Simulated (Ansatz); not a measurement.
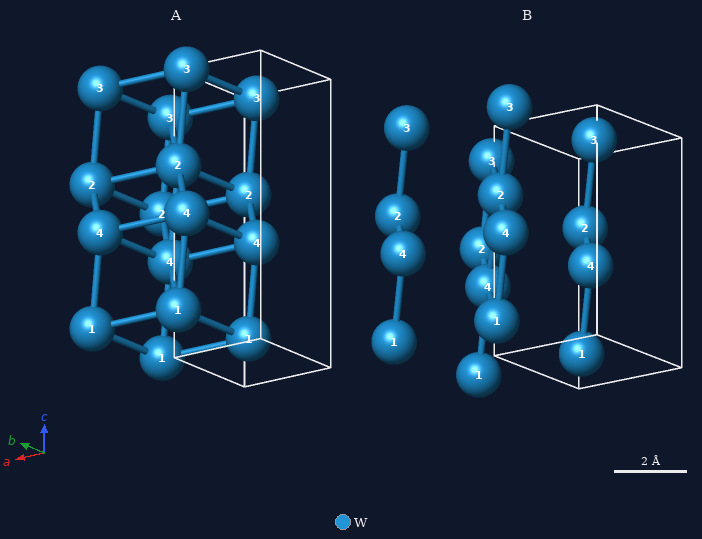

Two geometries of crystalline W (built on the iodine_64 type) (coarse preliminary run), drawn at one scale. One is the start of a relaxation, the other its converged end. The picture is a ball-and-stick view of the cell of the calculation, repeated 2 × 2 × 1 with one cell outlined, seen from a free direction.

These are results of Ansatz 0.2.0, DFT PBEsol, scalar-relativistic, plane waves, PAW, not measurements. Set-up: plane-wave cutoff 420 eV; k-point mesh 6 × 6 × 4; occupations gaussian; smearing width 0.1 eV; no spin polarisation; cell and atoms relaxed; force threshold 0.04 eV/Å; at most 70 steps.

Q: Which geometry has the lower energy?

A: Structure A is the relaxed one. Case: iodine type (Cmce, No. 64). The energy falls by 9.833 eV per cell of the calculation in 9 accepted moves (11 points after the start). Largest force component: 9.4 eV/Å at the start, 0.00041 eV/Å at the end. Pressure: 36.67 GPa at the start and 0.08 GPa at the end. At 2 points the geometry stayed and the basis and grid were re-selected for the new cell (energy shift of 49.4 meV per cell of the calculation at most each time). The largest moves relative to the cell, 0.32 Å, are those of W1, W2, W3 and W4. W3 goes roughly along [1 −1 0]. The drawn cell changes as follows: a = b 3.185 → 2.715 Å (−14.8 %), c 7.164 → 8.990 Å (+25.5 %), γ 66.9° → 70.7°; the volume changes by −6.5 %. Near-neighbour distances that change, for instance: W1–W3 1.980 → 2.741 Å, W1–W1 3.185 → 2.715 Å, W1–W1 (another image) 3.512 → 3.140 Å, W1–W3 (another image) 2.976 → 2.741 Å. Bond angles that change, for instance: W3–W1–W4 81.6° → 110.1°, W3–W1–W3 87.9° → 69.9°, W4–W1–W4 85.3° → 69.9°. The space group (tolerance 0.01 Å) goes from Cmce (No. 64) to Fmmm (No. 69).
